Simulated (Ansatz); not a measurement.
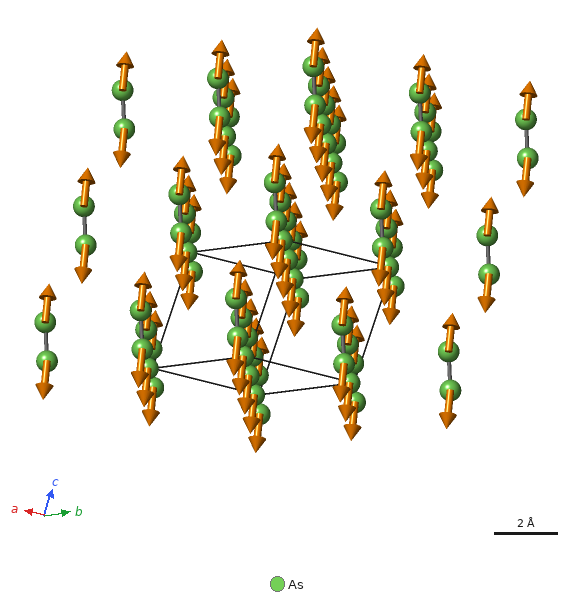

This is a relaxation of solid As (built on the O_12 type) (coarse preliminary run). The starting structure is drawn; orange arrows show the displacements (the part carried along by the change of the cell is left out), at their true length.

A ball-and-stick model of the conventional cell (2 times the calculation's cell), repeated 2 × 2 × 2 with one cell outlined, seen from a free direction. Lengths and directions refer to the drawn axes.

Case: O type (C2/m, No. 12).

All numbers below come from Ansatz 0.2.0, DFT PBE, scalar-relativistic, plane waves, PAW.

Input file:
```yaml
crystal:
  lattice:
    - [2.9655314921, -1.8820669047, 0.0]
    - [2.9655314921, 1.8820669047, 0.0]
    - [-2.157038581, 0.0, 4.1143003431]
  atoms:
    - { symbol: As, position: [0.064, 0.064, 0.153] }
    - { symbol: As, position: [0.936, 0.936, 0.847] }
basis:
  ecutwfc: 420
kpoints:
  mp_grid: { grid: [6, 6, 4] }
hamiltonian:
  xc: pbe
scf:
  occupations: { method: gaussian, width: 0.1 }
  lower_state_search: "off"
output:
  forces: true
  stress: true
  eigenvalues: true
relax:
  adjacent_minimum: "off"
  f_tol: 0.04
  max_steps: 70
  cell: { stress_tol: 0.4 }
```

### What did the optimiser do to the structure, and how much energy did it gain?

The largest moves relative to the cell, 1.33 Å, are those of As1 and As2. As2 goes roughly along [−1 0 −3]. Cell: a 5.931 → 6.265 Å (+5.6 %), b 3.764 → 3.616 Å (−3.9 %), c 4.645 → 6.314 Å (+35.9 %), β 117.7° → 114.6°. Volume +41.6 %. Among the contacts that change: As1–As2 1.263 → 4.388 Å, As1–As2 (another image) 3.639 → 2.506 Å, As1–As2 (another image) 3.493 → 2.506 Å. New bonds form: As1–As2 (another periodic image) (3.49 → 2.51 Å), As1–As2 (another periodic image) (3.64 → 2.51 Å). Bonds break: As1–As2 (1.26 → 4.39 Å). The space group stays C2/m (No. 12). Over 31 accepted moves (36 points after the start) the energy falls by 21609 meV per atom. The largest force component goes from 210 to 0.008 eV/Å. Pressure: 314.13 GPa at the start and 0.06 GPa at the end. The line search rejected the trial steps at points 17, 24, 27 of the run. The SCF was repeated twice at an unchanged geometry on a basis and grid sized afresh for the cell, which shifted the energy by 27.9 meV per atom at most.
